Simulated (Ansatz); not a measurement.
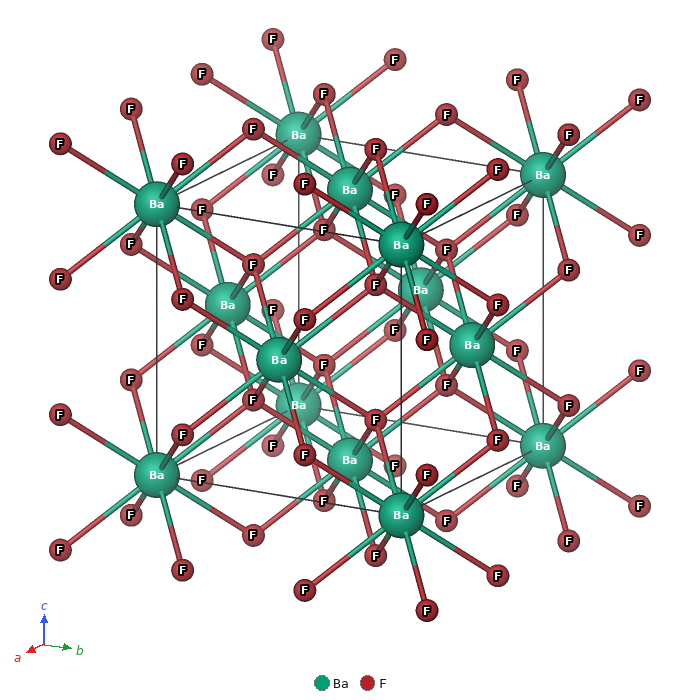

BaF2 (space group Fm-3m, No. 225). Coordinates: a calculation's input that goes back to an entry of the Crystallography Open Database (an earlier step may have relaxed or displaced it).

Bonds are taken as Ba–F below 3 Å. The graph is simplified in the usual way: terminal and isolated atoms are pruned, two-connected atoms become edges.

What kind of net remains, and which atoms are its nodes?

A binodal (4,8)-connected, three-periodic net: F is a 4-connected node; Ba is an 8-connected node, in the ratio 2:1.

Which named net is it?

It is the flu net, known from fluorite.

Is the net interpenetrated?

It is a single net, without interpenetration.

Give the first eight terms of the coordination sequence (nodes one, two, three … edges away).

F: 4, 22, 24, 82, 64, 182, 124, 322; Ba: 8, 12, 48, 42, 128, 92, 248, 162.

Give the point symbol of each node (shortest cycle at each angle).

F: 4⁶; Ba: 4¹²·6¹²·8⁴.

The simplified net, drawn on the atoms' positions. Nodes are coloured by element. Edges to nodes outside the piece are drawn as stubs.

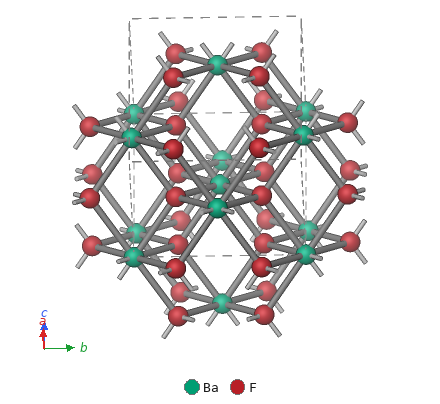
